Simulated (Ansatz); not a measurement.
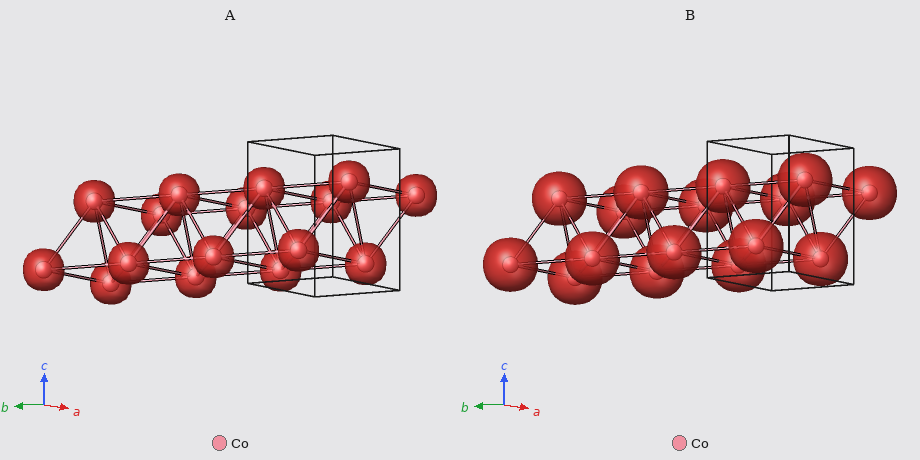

Figure 1: Co. Spin density of two self-consistent states of the same cell, at +0.15 (red) and −0.15 e/Å³ (blue).

Space group P6₃/mmc; computed pressure about 4 GPa in this cell; spin-polarised.

Method: DFT, PBE, PAW with Ansatz's default frozen-core files, scalar-relativistic (Ansatz).

The density is the valence pseudo-density of a PAW calculation; it isn't the true density close to the nuclei.

**Describe the two states. Which lies lower in energy?**

State A: parallel main moments (a ferromagnetic arrangement) in this solution; Co: +0.6 μB (×2) in one cell of 2 atoms. State B: parallel main moments (a ferromagnetic arrangement) in this solution; Co: +2.1 μB (×2) in one cell of 2 atoms. State B lies lower by 70 meV per atom.
